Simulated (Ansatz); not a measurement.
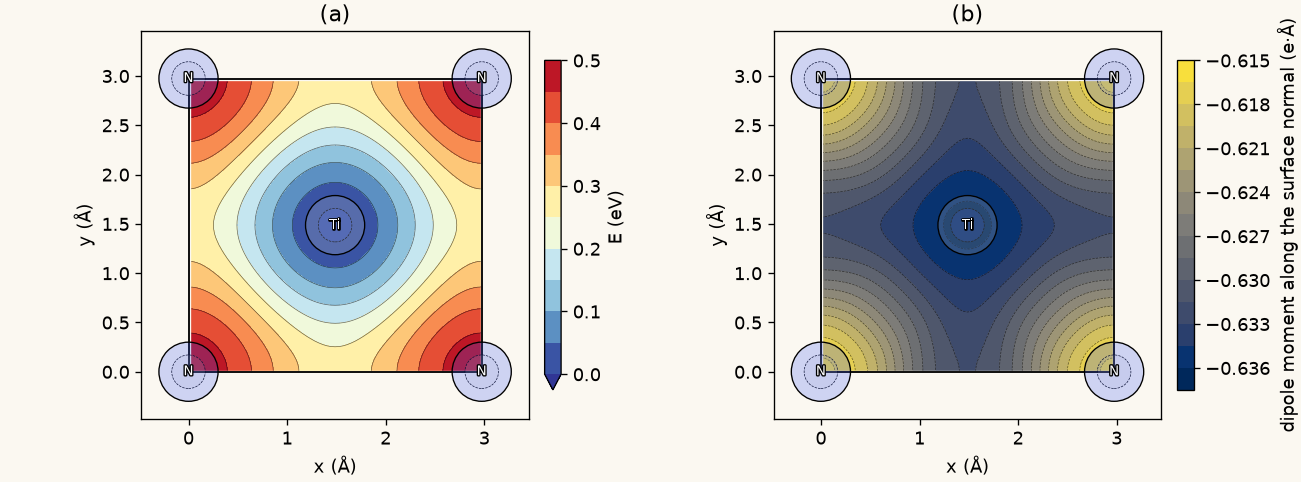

H on a TiN(100) slab cut from the Fm-3m phase, its upper half relaxed before the scan (24 atoms of substrate and one adsorbate in a 2 × 2 cell). 
- H is moved over the surface cell at a fixed height above a rigid substrate; the origin of the map has the adsorbate above N21; the height is held at 2.50 Å.
- Places are given modulo a cell vector. The map is drawn in real space over the plane of the surface.
- Grid: 6 × 6 points; 10 points were computed and 26 follow by symmetry.
- Places are given in fractions of the 1 × 1 surface cell.
- Energies: eV, counted from the lowest grid point.
- The runs have no spin polarisation, so an open-shell adsorbate far from the surface lies too high. At a fixed height the lowest place need not be the adsorption site.
- These are results of DFT PBE+D3(BJ), scalar-relativistic, plane waves, PAW in Ansatz, not measurements. Settings: cutoff 420 eV, k-mesh 5×5×1, gaussian smearing 0.1 eV, no spin polarisation.

Panel (a) is the energy; panel (b) is the computed dipole moment along the surface normal, in e·Å.

The picture shows filled contours, labelled circles for the atoms of the top layer and small ones for the second layer, the outline of one cell of the plane. Between grid points the surface is interpolated.

### How does the dipole moment along the surface normal vary over the map, and what is it at the lowest grid point?

It runs from −0.64 e·Å at the top site over a surface Ti atom, (3/6, 3/6) of the cell vectors to −0.62 e·Å at the top site over a surface N atom, (0/6, 0/6) of the cell vectors. At the lowest grid point, the top site over a surface Ti atom, (3/6, 3/6) of the cell vectors, it is −0.64 e·Å.

| second ↓, first → | 0/6 | 1/6 | 2/6 | 3/6 | 4/6 | 5/6 |
| --- | --- | --- | --- | --- | --- | --- |
| 5/6 | −0.62 | −0.62 | −0.63 | −0.63 | −0.63 | −0.62 |
| 4/6 | −0.63 | −0.63 | −0.63 | −0.63 | −0.63 | −0.63 |
| 3/6 | −0.63 | −0.63 | −0.63 | −0.64 | −0.63 | −0.63 |
| 2/6 | −0.63 | −0.63 | −0.63 | −0.63 | −0.63 | −0.63 |
| 1/6 | −0.62 | −0.62 | −0.63 | −0.63 | −0.63 | −0.62 |
| 0/6 | −0.62 | −0.62 | −0.63 | −0.63 | −0.63 | −0.62 |

PAW datasets: the set soft_1.
